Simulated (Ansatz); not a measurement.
**Run report: CdTe, single-point calculation (part 2 of 2)**

Continued. System: CdTe (slab, 12 atoms in the cell). Method: DFT PBE+D3(BJ), scalar-relativistic, plane waves, PAW, no spin polarisation (Ansatz 0.2.0); cutoff 420 eV, 2×3×1 k-mesh, Gaussian smearing of 0.05 eV. The structure derives from an entry of the Crystallography Open Database. It belongs to a series of runs on one base structure; here: the slab at its places in the relaxed adsorbed structure.

Geometry of the input (Å; fractional positions):
```
9.2159  0.0000  0.0000
0.0000  6.5166  0.0000
0.0000  0.0000  24.1778
Cd 0.2500  0.5000  0.3309
Cd 0.7500  0.5000  0.3309
Te 0.5000  0.2500  0.3309
Te 0.0000  0.2500  0.3309
Cd 0.4993  0.0554  0.4357
Cd -0.0000  0.0556  0.4357
Te 0.7496  0.8012  0.4173
Te 0.2497  0.8012  0.4170
Cd 0.7466  0.4815  0.4941
Cd 0.2507  0.4829  0.4944
Te -0.0012  0.2877  0.5327
Te 0.4990  0.2820  0.5337
```

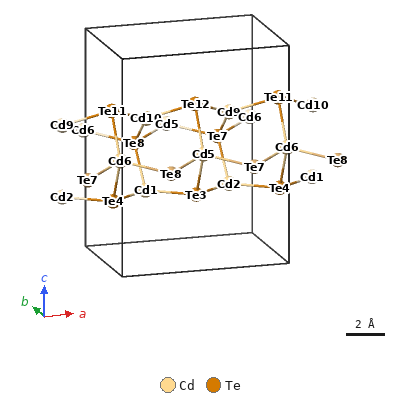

*The input geometry (ball-and-stick view of the cell of the calculation, with the vacuum cut short, seen slightly off an axis; neighbours outside the cell are drawn fainter; atoms are numbered from 1 in the order of the input). An atom can appear more than once, as a periodic image.*

**Output, continued**
```
  k-point 1: bands = ["-103.7285", "-103.7253", "-103.6761", "-103.6742", "-103.5421", "-103.5322", "-64.8589", "-64.8557", "-64.8088", "-64.8066", "-64.7680", "-64.7644", "-64.7446", "-64.7415", "-64.7132", "-64.7114", "-64.6898", "-64.6881", "-64.6195", "-64.6106", "-64.6002", "-64.5919", "-64.5900", "-64.5814", "-37.6143", "-37.6086", "-37.6044", "-37.5988", "-37.5859", "-37.5762", "-37.5663", "-37.5655", "-37.5564", "-37.5555", "-37.3207", "-37.3114", "-37.2873", "-37.2786", "-37.2692", "-37.2660", "-37.2610", "-37.2387", "-37.2178", "-37.2109", "-37.2088", "-37.2082", "-37.2025", "-37.2020", "-37.1212", "-37.1176", "-37.1140", "-37.1104", "-37.0895", "-37.0819", "-12.3141", "-12.1681", "-11.9523", "-11.8385", "-11.7786", "-11.6764", "-9.7422", "-9.7294", "-9.7273", "-9.7120", "-9.6955", "-9.6874", "-9.6820", "-9.6502", "-9.6437", "-9.6249", "-9.6202", "-9.6183", "-9.5978", "-9.5973", "-9.5829", "-9.5782", "-9.5726", "-9.5575", "-9.5356", "-9.5149", "-9.5003", "-9.4594", "-9.4266", "-9.4193", "-9.4074", "-9.2750", "-9.2226", "-9.1423", "-9.0858", "-9.0686", "-5.5821", "-5.3891", "-5.3451", "-5.0836", "-4.7095", "-3.8811", "-3.3100", "-3.2507", "-3.1750", "-2.9608", "-2.7924", "-2.6472", "-2.2711", "-2.2362", "-2.0903", "-2.0464", "-2.0274", "-1.9345", "0.0568", "0.1348", "0.6672", "0.9650", "1.3393", "1.5645", "1.6128", "1.7833", "2.3661", "2.7770", "2.8603", "3.0032", "3.4887", "3.6262", "3.7690", "3.8546", "3.9072", "4.1356", "4.1488", "4.3548", "4.4082", "4.5095"]
  k-point 2: bands = ["-103.7285", "-103.7253", "-103.6761", "-103.6742", "-103.5421", "-103.5322", "-64.8589", "-64.8557", "-64.8088", "-64.8066", "-64.7680", "-64.7644", "-64.7446", "-64.7415", "-64.7132", "-64.7114", "-64.6898", "-64.6881", "-64.6195", "-64.6106", "-64.6002", "-64.5919", "-64.5900", "-64.5814", "-37.6143", "-37.6086", "-37.6044", "-37.5988", "-37.5859", "-37.5762", "-37.5663", "-37.5655", "-37.5564", "-37.5555", "-37.3207", "-37.3114", "-37.2873", "-37.2786", "-37.2692", "-37.2660", "-37.2610", "-37.2387", "-37.2178", "-37.2109", "-37.2088", "-37.2082", "-37.2025", "-37.2020", "-37.1212", "-37.1176", "-37.1140", "-37.1104", "-37.0895", "-37.0819", "-12.2864", "-12.2733", "-11.8909", "-11.8481", "-11.7217", "-11.7159", "-9.7357", "-9.7334", "-9.7180", "-9.7132", "-9.7029", "-9.6979", "-9.6610", "-9.6572", "-9.6286", "-9.6262", "-9.6111", "-9.6097", "-9.6041", "-9.6009", "-9.5888", "-9.5865", "-9.5509", "-9.5490", "-9.5260", "-9.5256", "-9.4862", "-9.4841", "-9.4434", "-9.4358", "-9.4311", "-9.4224", "-9.1968", "-9.1872", "-9.0310", "-9.0264", "-5.3653", "-5.3609", "-4.6378", "-4.6133", "-4.1313", "-4.1140", "-3.7576", "-3.7521", "-3.1676", "-3.1549", "-2.8172", "-2.8158", "-2.7823", "-2.7781", "-2.2700", "-2.2238", "-2.0818", "-2.0603", "0.3299", "0.3325", "1.1728", "1.1844", "1.5140", "1.5430", "1.8718", "1.8796", "2.4163", "2.4220", "2.9229", "2.9311", "3.2495", "3.2567", "3.7028", "3.7061", "3.8232", "3.8367", "4.1163", "4.1186", "4.4055", "4.4171"]
  k-point 3: bands = ["-103.7285", "-103.7253", "-103.6761", "-103.6742", "-103.5421", "-103.5322", "-64.8589", "-64.8557", "-64.8088", "-64.8066", "-64.7680", "-64.7644", "-64.7446", "-64.7415", "-64.7132", "-64.7114", "-64.6898", "-64.6881", "-64.6195", "-64.6106", "-64.6002", "-64.5919", "-64.5900", "-64.5814", "-37.6143", "-37.6086", "-37.6044", "-37.5988", "-37.5859", "-37.5762", "-37.5663", "-37.5655", "-37.5564", "-37.5555", "-37.3207", "-37.3114", "-37.2873", "-37.2786", "-37.2692", "-37.2660", "-37.2610", "-37.2387", "-37.2178", "-37.2109", "-37.2088", "-37.2082", "-37.2025", "-37.2020", "-37.1212", "-37.1176", "-37.1140", "-37.1104", "-37.0895", "-37.0819", "-12.2477", "-12.2346", "-11.9171", "-11.8717", "-11.7299", "-11.7231", "-9.7368", "-9.7348", "-9.7081", "-9.7046", "-9.6953", "-9.6922", "-9.6633", "-9.6608", "-9.6372", "-9.6351", "-9.6153", "-9.6131", "-9.6081", "-9.6049", "-9.5906", "-9.5882", "-9.5583", "-9.5559", "-9.5220", "-9.5184", "-9.4533", "-9.4525", "-9.4436", "-9.4397", "-9.3744", "-9.3730", "-9.1833", "-9.1736", "-9.1235", "-9.1230", "-5.3611", "-5.3500", "-4.7263", "-4.7032", "-4.5751", "-4.5666", "-3.4111", "-3.3959", "-3.3506", "-3.3403", "-2.7486", "-2.7302", "-2.5184", "-2.4937", "-2.2300", "-2.2110", "-2.0550", "-2.0340", "0.3667", "0.3678", "1.2823", "1.3000", "1.4746", "1.4929", "2.0749", "2.0965", "2.8492", "2.8543", "3.2270", "3.2537", "3.5285", "3.5370", "3.6697", "3.6745", "3.8926", "3.8971", "4.1592", "4.1693", "4.3034", "4.3061"]
```

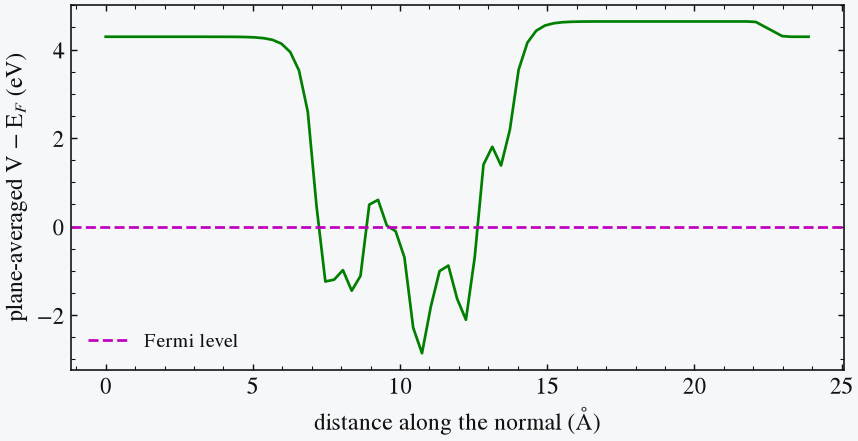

*Plane average of the electrostatic potential energy of an electron across the cell, from the Fermi level.*

The vacuum level lies 4.63 eV above the Fermi level on the upper side and 4.29 eV on the lower.

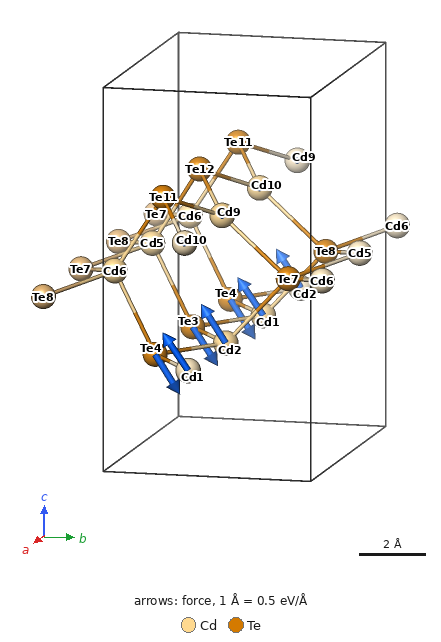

*Forces on the atoms as blue arrows (ball-and-stick view of the cell of the calculation, with the vacuum cut short, seen slightly off an axis; neighbours outside the cell are drawn fainter; atoms are numbered from 1 in the order of the input); the smallest are left out.*

The largest act on Te4 (0.72 eV/Å); Te3 (0.71 eV/Å); Cd1, Cd2 (0.71 eV/Å). The geometry is not a stationary point of this energy.

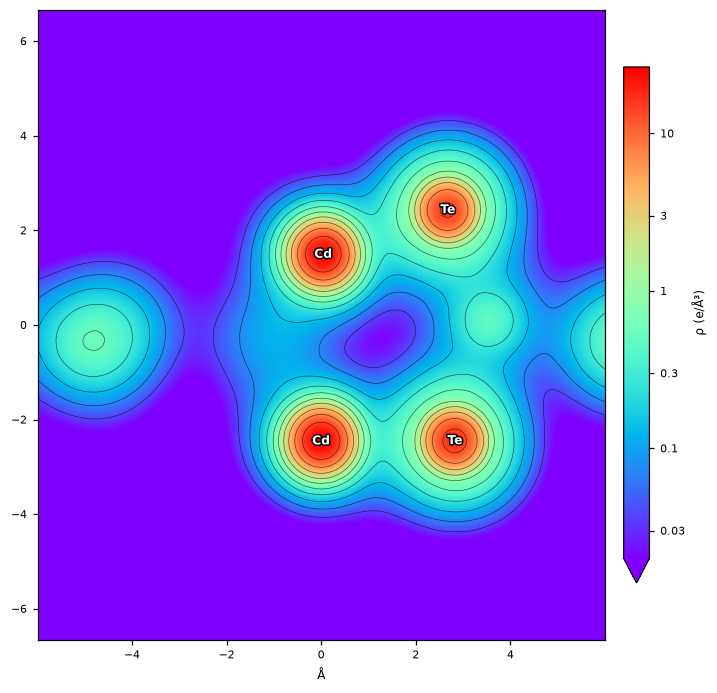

*Valence pseudo-density on the (110) plane of the calculation cell, a cut from vacuum to vacuum.*

Atoms in the plane: Cd and Te. Cd–Te (2.80 Å): ρ is about 0.36 e/Å³ halfway. Cd–Te (2.82 Å): the density is about 0.35 e/Å³ at the midpoint. The density dies away to nearly zero in the vacuum. Core electrons are frozen (PAW), so the fields are smoothed inside the atomic spheres.

**Results in brief**

```json
{"quantity": "outcome", "value": "converged"}
{"quantity": "electrons treated", "value": "216"}
{"quantity": "free energy", "value": "−91412.4704 eV"}
{"quantity": "work function, top face", "value": "4.63 eV"}
{"quantity": "work function, bottom face", "value": "4.29 eV"}
{"quantity": "Fermi energy", "value": "−0.958 eV"}
{"quantity": "gap on the k-point mesh", "value": "1.17 eV"}
{"quantity": "work function (upper face)", "value": "4.63 eV"}
{"quantity": "largest force (length of the vector)", "value": "0.724 eV/Å"}
{"quantity": "hardware", "value": "4 threads of Intel Xeon @ 2.50GHz (Skylake/Cascade Lake), 32 GiB of memory available, shared host"}
{"quantity": "wall time", "value": "26 s (CPU time 81 s)"}
{"quantity": "peak memory", "value": "3 GiB"}
```
